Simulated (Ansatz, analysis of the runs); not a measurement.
# A defect in a wire: Al wire along [110], 4 atoms a period, O placed on top of one Al, part 4 of 5

Wanted: the relaxed defect and the transmission past it, beside the channels of the perfect wire.

Ansatz 0.2.0; DFT PBE, plane waves, PAW; relaxation of a wire's period (the session's first sound run).

So far, conductance of the lead as this run defines it (G₀): step 3 (the perfect wire) 5.33.

### Step 4. Relaxing the junction (continued)

Level of this step: DFT PBE, plane waves, PAW; relaxation of a junction in a wire, ends held (Ansatz).

Step by step:

```csv
step,energy less that of the first step (eV),largest force component (eV/Å)
1,0.0000,3.6782
2,-0.3893,2.3246
3,-0.4867,1.8537
4,-0.5701,0.3909
5,-0.7408,1.1061
6,-1.1385,1.9258
7,-1.7304,2.3570
8,-2.2780,0.8867
9,-2.4847,0.6084
10,-2.5795,0.1000
11,-2.5820,0.0355
12,-2.5757,0.1312
13,-2.5826,0.0663
14,-2.5826,0.0238
```

Relaxation step 12 was tried and not accepted.

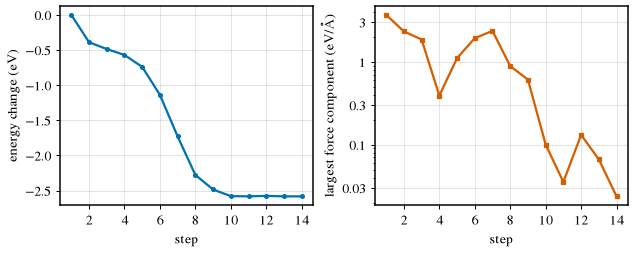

Energy and largest force along the relaxation.

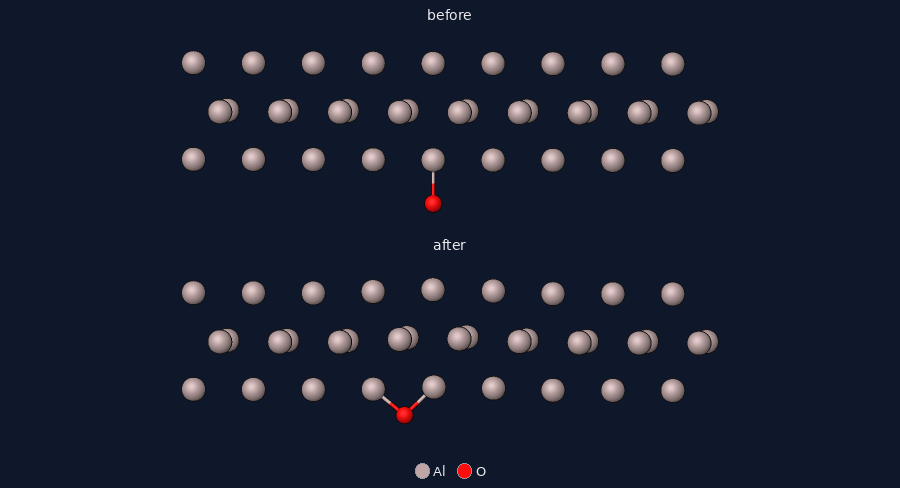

The structure before and after the relaxation, drawn at the same scale.

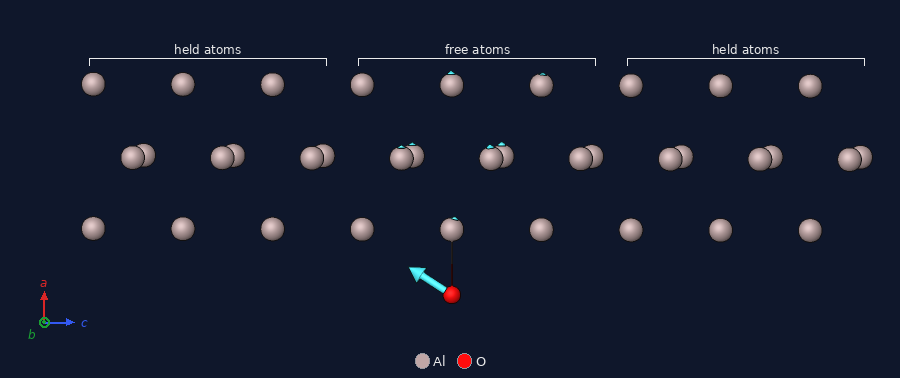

Displacements in the relaxation, scaled; the longest in the cell stands for 1.46 Å.

The atoms that moved most (Å):

```csv
atom,dx,dy,dz,length
O37,0.787,-0.027,-1.233,1.462
Al19,0.167,-0.027,-0.008,0.169
Al20,0.157,0.021,-0.011,0.159
Al18,0.158,0.001,-0.008,0.158
Al15,0.135,0.002,-0.003,0.135
Al17,0.121,-0.022,0.030,0.127
Al16,0.124,-0.022,-0.003,0.126
Al22,0.109,0.006,0.015,0.111
```

The relaxed structure:

```cif
data_structure
_symmetry_space_group_name_H-M 'P 1'
_symmetry_Int_Tables_number 1
_cell_length_a 10.8400
_cell_length_b 9.6570
_cell_length_c 23.2031
_cell_angle_alpha 90.000
_cell_angle_beta 90.000
_cell_angle_gamma 90.000
_cell_volume 2428.95
loop_
_atom_site_label
_atom_site_type_symbol
_atom_site_fract_x
_atom_site_fract_y
_atom_site_fract_z
_atom_site_occupancy
Al1 Al 0.30957 0.49999 0.00000 1
Al2 Al 0.69043 0.49999 0.00000 1
Al3 Al 0.50000 0.35468 0.05556 1
Al4 Al 0.50000 0.64529 0.05556 1
Al5 Al 0.30957 0.49999 0.11111 1
Al6 Al 0.69043 0.49999 0.11111 1
Al7 Al 0.50000 0.35468 0.16667 1
Al8 Al 0.50000 0.64529 0.16667 1
Al9 Al 0.30957 0.49999 0.22222 1
Al10 Al 0.69043 0.49999 0.22222 1
Al11 Al 0.50000 0.35468 0.27778 1
Al12 Al 0.50000 0.64529 0.27778 1
Al13 Al 0.31166 0.49950 0.33336 1
Al14 Al 0.69696 0.49973 0.33310 1
Al15 Al 0.51245 0.35488 0.38875 1
Al16 Al 0.51140 0.64297 0.38875 1
Al17 Al 0.32074 0.49774 0.44575 1
Al18 Al 0.70503 0.50004 0.44408 1
Al19 Al 0.51536 0.35190 0.49967 1
Al20 Al 0.51450 0.64744 0.49953 1
Al21 Al 0.31693 0.50091 0.55641 1
Al22 Al 0.70053 0.50057 0.55620 1
Al23 Al 0.50391 0.35512 0.61098 1
Al24 Al 0.50426 0.64613 0.61098 1
Al25 Al 0.30957 0.49999 0.66667 1
Al26 Al 0.69043 0.49999 0.66667 1
Al27 Al 0.50000 0.35468 0.72222 1
Al28 Al 0.50000 0.64529 0.72222 1
Al29 Al 0.30957 0.49999 0.77778 1
Al30 Al 0.69043 0.49999 0.77778 1
Al31 Al 0.50000 0.35468 0.83333 1
Al32 Al 0.50000 0.64529 0.83333 1
Al33 Al 0.30957 0.49999 0.88889 1
Al34 Al 0.69043 0.49999 0.88889 1
Al35 Al 0.50000 0.35468 0.94444 1
Al36 Al 0.50000 0.64529 0.94444 1
O37 O 0.20963 0.49717 0.39132 1
```

Numbers from this step:

- energy at zero smearing: -19893.9580 eV

The largest force component on a free atom ends at 0.024 eV/Å, under the limit of 0.06. O ends nearest to Al at 1.74 Å and Al at 1.75 Å.

### Step 5. Transmission

This step: DFT PBE, plane waves, PAW; transmission of a junction in a wire (Ansatz 0.2.0).

The cell is now read as a scatterer between two semi-infinite leads, named by two sites one period apart. The scattering states in its self-consistent potential are matched to the leads' states at each energy. One point across is taken, as for a wire in vacuum.

File input.yaml:

```yaml
crystal:
  lattice:
    - [10.84, 0.0, 0.0]
    - [0.0, 9.657, 0.0]
    - [0.0, 0.0, 23.2031405679]
  atoms:
    - { symbol: Al, position: [0.309573755, 0.499985057, -1.0e-10] }
    - { symbol: Al, position: [0.690426245, 0.499985057, -1.0e-10] }
    - { symbol: Al, position: [0.5, 0.354680823, 0.0555555559] }
    - { symbol: Al, position: [0.5, 0.645289291, 0.0555555559] }
    - { symbol: Al, position: [0.309573755, 0.499985057, 0.1111111109] }
    - { symbol: Al, position: [0.690426245, 0.499985057, 0.1111111109] }
    - { symbol: Al, position: [0.5, 0.354680823, 0.1666666669] }
    - { symbol: Al, position: [0.5, 0.645289291, 0.1666666669] }
    - { symbol: Al, position: [0.309573755, 0.499985057, 0.2222222219] }
    - { symbol: Al, position: [0.690426245, 0.499985057, 0.2222222219] }
    - { symbol: Al, position: [0.5, 0.354680823, 0.2777777779] }
    - { symbol: Al, position: [0.5, 0.645289291, 0.2777777779] }
    - { symbol: Al, position: [0.3116556181, 0.4995024741, 0.3333639855] }
    - { symbol: Al, position: [0.6969644363, 0.4997347859, 0.3331043217] }
    - { symbol: Al, position: [0.5124521325, 0.3548792142, 0.3887466914] }
    - { symbol: Al, position: [0.5113986523, 0.6429672579, 0.388750265] }
    - { symbol: Al, position: [0.3207438362, 0.4977412826, 0.4457546769] }
    - { symbol: Al, position: [0.7050265044, 0.5000400058, 0.4440823077] }
    - { symbol: Al, position: [0.5153608255, 0.3518958956, 0.4996718798] }
    - { symbol: Al, position: [0.5144951478, 0.6474425931, 0.499530026] }
    - { symbol: Al, position: [0.3169306752, 0.5009110227, 0.5564118557] }
    - { symbol: Al, position: [0.7005271233, 0.5005699342, 0.5561973717] }
    - { symbol: Al, position: [0.5039108586, 0.3551160162, 0.6109812295] }
    - { symbol: Al, position: [0.5042600807, 0.6461273564, 0.6109788862] }
    - { symbol: Al, position: [0.309573755, 0.499985057, 0.6666666669] }
    - { symbol: Al, position: [0.690426245, 0.499985057, 0.6666666669] }
    - { symbol: Al, position: [0.5, 0.354680823, 0.7222222219] }
    - { symbol: Al, position: [0.5, 0.645289291, 0.7222222219] }
    - { symbol: Al, position: [0.309573755, 0.499985057, 0.7777777779] }
    - { symbol: Al, position: [0.690426245, 0.499985057, 0.7777777779] }
    - { symbol: Al, position: [0.5, 0.354680823, 0.8333333329] }
    - { symbol: Al, position: [0.5, 0.645289291, 0.8333333329] }
    - { symbol: Al, position: [0.309573755, 0.499985057, 0.8888888889] }
    - { symbol: Al, position: [0.690426245, 0.499985057, 0.8888888889] }
    - { symbol: Al, position: [0.5, 0.354680823, 0.9444444444] }
    - { symbol: Al, position: [0.5, 0.645289291, 0.9444444444] }
    - { symbol: O, position: [0.2096310721, 0.497168158, 0.3913226728] }
kpoints:
  mp_grid: { grid: [1, 1, 4] }
scf:
  occupations: { method: fermi_dirac, width: 0.05 }
hamiltonian:
  xc: pbe
output:
  transmission:
    e_range: [-1.26, 1.26]
    de: 0.035
    kmesh: [1, 1]
    reduced_basis: true
    leads: [[32, 0]]
  dos: { projected: true, e_range: [-4, 3] }
  write_potential: true
  write_density: true
  volumetric_format: npy
  elf: true
basis:
  ecutwfc: "350 eV"
```

Launch:

```sh
> ansatz run input.yaml --threads 4 --pin off --max-ram 16384MiB --backend cpu --events-out ev --progress --plain --runs-dir out
```

Numbers of over 12 decimals in the logs are rounded to 6 here.

The program printed:

```text
[...]
Crystal: 37 atoms, lattice volume = 2428.948 Å³
Basis set: ecut = 350 eV, 36151 PW (Γ)
Bands: 94, of which v1, the nominal top of the filled ones, is band 57 counted from 1 (56 counted from 0)
Symmetry: 1 space group operations
[...]
k-points: 3 of 4 (time reversal used)
[...]
SCF iter   1: F=—  HF=-19894.110525 eV  |F-HF|=—  |Δ(HF+E_count)|=         —  Δρ=2.02e-3  dr2=2.00e-1  ethr=1.77e-3  ⟨swp⟩=9.0  Hψ=1644  notcnv=0  defer=25
[...]
SCF iter   8: F=-19894.120527 eV  HF=-19894.120527 eV  |F-HF|=5.19e-9  |Δ(HF+E_count)|=   1.87e-7  Δρ=1.28e-6  dr2=7.16e-8  ethr=8.77e-11  ⟨swp⟩=22.7  Hψ=1762  notcnv=0
SCF 1 converged in 8 iterations: F = -19894.120527 eV  dr2 = 7.16e-8
[...]
transmission: 27 of 162 steps passed
transmission: 54 of 162 steps passed
[...]
transmission: 162 of 162 steps passed
WARN: The output density's exchange-correlation potential varies sharply where the density is thin. Do not read a vacuum level from v_tot or v_xc, or from such a field of the output density. On a cell that repeats whose density bears no net charge and no dipole along the vacuum's axis use v_es (v_loc + v_h of the components); under efield.dipole_correction with no amplitude use v_es + v_field, which holds any externa [...]
SCF converged after 8 iterations
Free energy (F): -19894.120527 eV
[...]
Internal energy: -19893.973473 eV  (E = F + TS)
E sigma→0 (E₀):  -19894.047000 eV
Entropy (-TS):   -0.147054 eV (-3.974 meV/atom)
Fermi energy:    -1.160540 eV
[...]
--- Band table (eV) ---
  k-point 0: bands = [... 53 lower, -1.2856, -1.2157, -1.1501, -1.0931, -0.9996, -0.9613, -0.9435, -0.8842, ... 33 higher]
  k-point 1: bands = [... 53 lower, -1.5225, -1.3305, -1.3237, -1.2337, -1.2045, -0.8067, -0.6827, -0.6370, ... 33 higher]
  k-point 2: bands = [... 53 lower, -1.5272, -1.5236, -1.5169, -1.4819, -1.2021, -0.8797, -0.8695, -0.4012, ... 33 higher]
--- Transmission ---
  basis      : 765 plane waves across, 27 finite elements along
  points     : 1, standing for a mesh of 1 x 1
[...]
crystal 0  : Al4, at the sites [32, 0], period 2.5781 Å, over 15.47 Å; its Hamiltonian steps by up to 41.3 meV: too much for a lead, lay more layers or, if its atoms are ordered, name the step of that order
[...]
filled         : 3.3 meV over the level at which it is neutral
    channels       : 6.000000e0 a spin
[...]
junction   : crystal 0 to crystal 0, -0.64 to 19.98 Å
    transmission   : 4.351620e0 a spin
    error estimate : 1.179346e-3 a spin from the reduction of the transverse basis, at the most 6.740731e-2 at 1.015000 eV
    conductance    : 3.0185e14 S/m² at 300 K (3.0204e14 on every other energy)
    error estimate : 0.1 % from the energy spacing and 0.0 % from band edges of the leads and from resonances (wavevectors taken as independent; lower de), 0.1 % from the reduction of the transverse basis, 23.8 % from the steps of its leads' Hamiltonians or their offsets (lay more layers), 1.0 % from the distance to neutral
    resistance     : 6.9318e-4 Ω µm² beyond half of each lead's own
```

It took 1.9 min on 4 threads of Arm Neoverse V1, shared host; peak memory 2.3 GiB.

This step gave:

```
energy at zero smearing                                      : -19894.0470 eV
transmission at the energy nearest the Fermi level, one spin : 4.352
step of the lead's Hamiltonian                               : 41.3 meV
conductance of the junction                                  : 4.078 G₀
```

Transmission, one spin against energy, zero at the Fermi level:

```
energy (eV)  transmission, one spin
     -1.190                    1.71
     -1.015                    1.79
     -0.805                    1.92
     -0.595                    2.90
     -0.385                    3.20
     -0.210                    4.72
     -0.105                    4.77
      0.000                    4.35
      0.210                    3.17
      0.385                    4.11
      0.595                    4.13
      0.805                    6.13
      1.015                    4.24
      1.085                    6.19
      1.190                    5.47
```

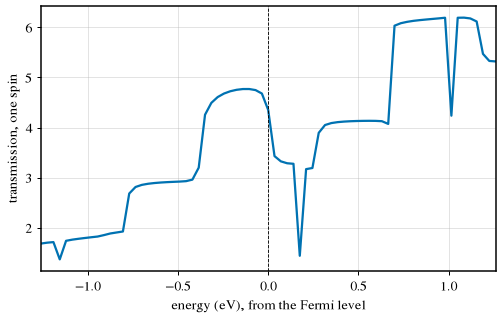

Transmission, one spin, plotted against energy.

Table of open channels of the lead, one spin by energy, zero at the Fermi level:

```csv
energy (eV),"open channels of the lead, one spin"
-1.190,2
-1.015,2
-0.805,3
-0.595,4
-0.385,4
-0.210,6
0.000,6
0.210,4
0.385,5
0.595,5
0.805,8
1.015,6
1.190,7
```

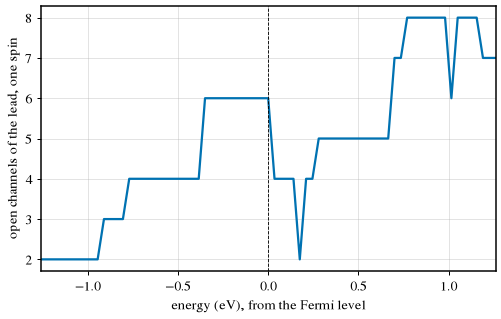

Open channels of the lead, one spin, plotted against energy.

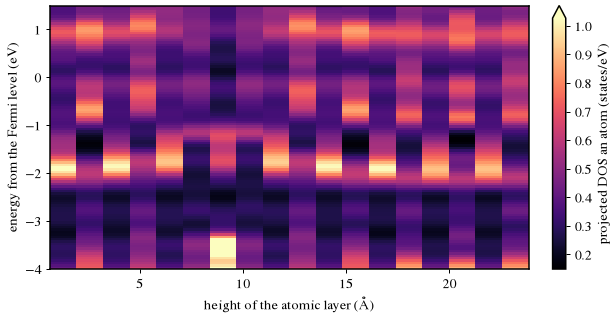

Projected DOS an atom over height of the atomic layer and energy from the Fermi level.  broadened by a Gaussian of 0.15 eV, since few k-points sample the long cell.

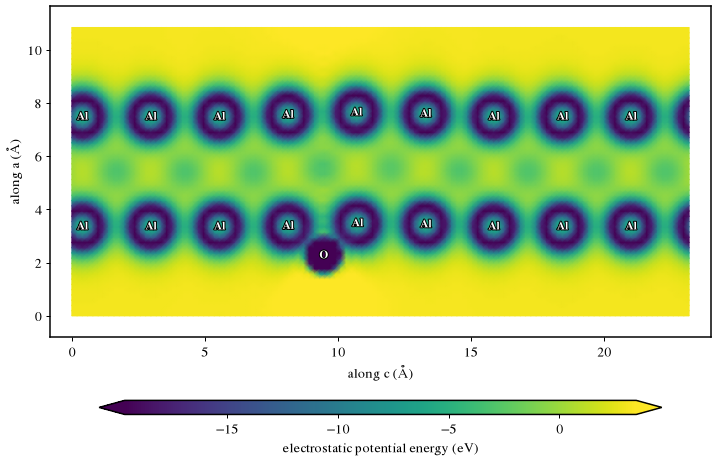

Electrostatic potential energy in the ca plane at fractional y = 0.497, with atoms of Al and O within 0.2 Å of it. With pseudopotentials it is smooth inside the atoms' cores, unlike the true potential.

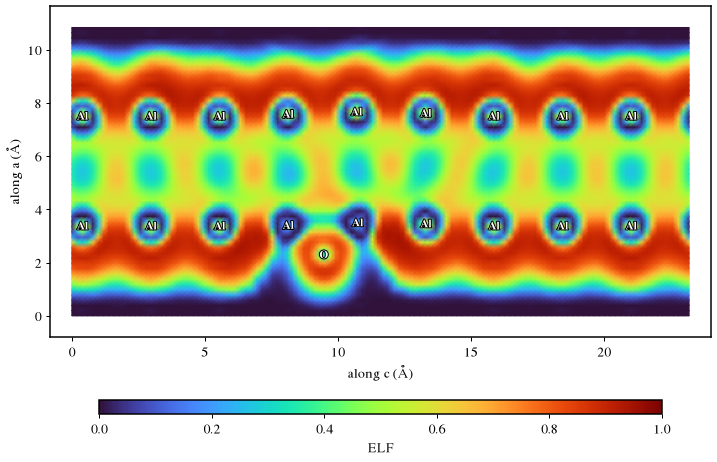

ELF in the ca plane at fractional y = 0.497, with atoms of Al and O within 0.2 Å of it. It is the smooth field of the valence electrons, not physical close to the nuclei.

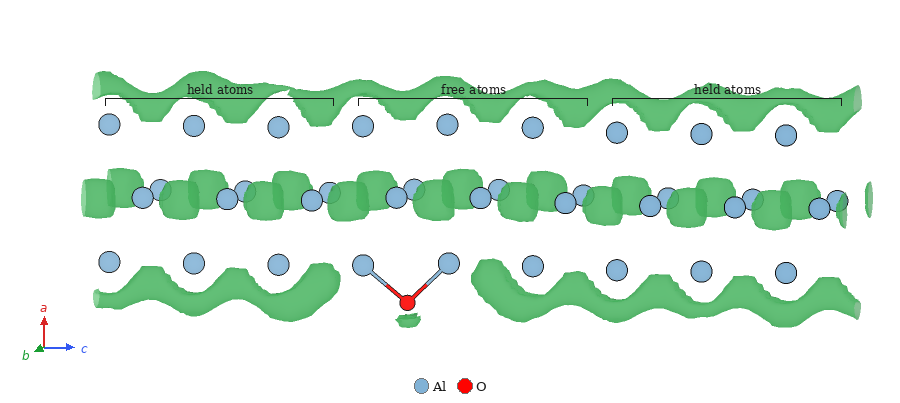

Surface of ELF = 0.85.

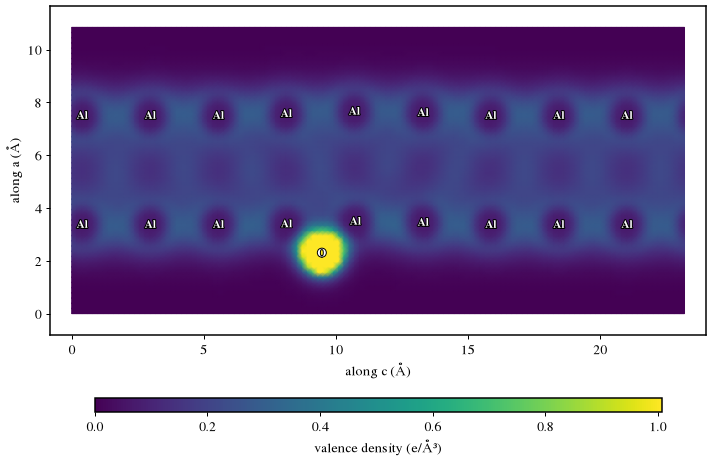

Valence density in the ca plane at fractional y = 0.497, with atoms of Al and O within 0.2 Å of it. It is the smooth field of the valence electrons, not physical close to the nuclei.

By hand: the program gives 3.0185 × 10^14 S/m² over the cell's cross-section of 104.68 Å² = 1.047 × 10^-18 m², so one cell conducts 3.160 × 10^-4 S. Divided by G0 = 2e²/h = 7.748 × 10^-5 S this is 4.08 G0, a resistance of 3.16 kΩ.

The conductance is 4.08 G₀, with 6 channels a spin open in the lead. The lead's Hamiltonian steps by 41.3 meV, which the program calls too much for a lead. The largest term of the program's error estimate is 24 %.

### Step 6. Conductance and thermopower from T(E)

This step: Landauer integrals over the computed T(E), interpolated linearly between its energies (analysis of the runs above).

Conductance and thermopower are moments of T(E) over the thermal window; sliding the window along E stands for a gate that leaves T(E) rigid.

Numbers from this step:

```
conductance at 300 K, interpolated from T(E) : 4.139 G₀
thermopower at 300 K                         : 18.23 μV/K
Lorenz number over L0                        : 0.9521
```

T(E) held rigid; rough near sharp steps of T(E). Conductance at 300 K against shift of the leads' level:

```
shift of the leads' level (eV)  conductance at 300 K (G₀)
                          -0.8                       2.23
                          -0.6                       2.90
                          -0.4                       3.34
                          -0.2                       4.71
                           0.0                       4.14
                           0.2                       2.81
                           0.4                       4.10
                           0.6                       4.21
                           0.8                       6.10
```

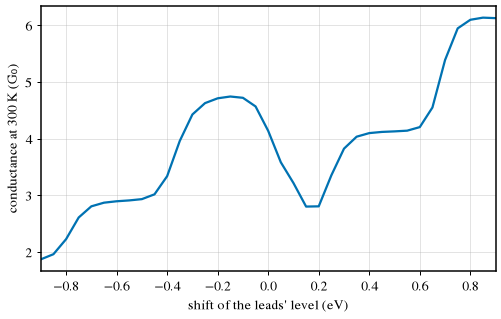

Conductance at 300 K against shift of the leads' level.

T(E) held rigid; rough near sharp steps of T(E). The thermopower at 300 K by shift of the leads' level:

```csv
shift of the leads' level (eV),thermopower at 300 K (μV/K)
-0.900,-5.28
-0.750,-16.3
-0.600,-1.09
-0.500,-2.73
-0.350,-20.8
-0.200,-1.83
-0.050,8.99
0.050,18.5
0.200,-17.1
0.350,-4.77
0.500,-0.481
0.600,-6.46
0.750,-8.02
0.900,1.58
```

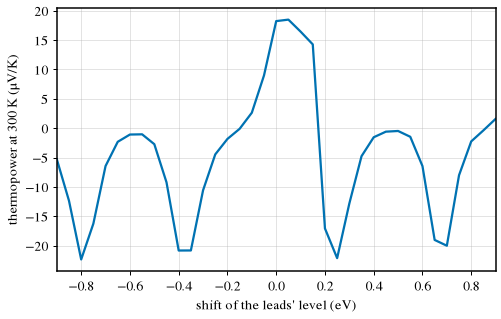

Thermopower at 300 K, plotted against shift of the leads' level.

(Continued in part 5 of 5.)

[Logs are printed without paths, hosts, clocks, repeated set-up lines and the standing remarks that a program may print on its own settings, such as how far it seeks lower states.]

[Hosts, paths, dates, database ids (printed as entryN), source tags and the programs' standing remarks are cut or masked in the printed files.]
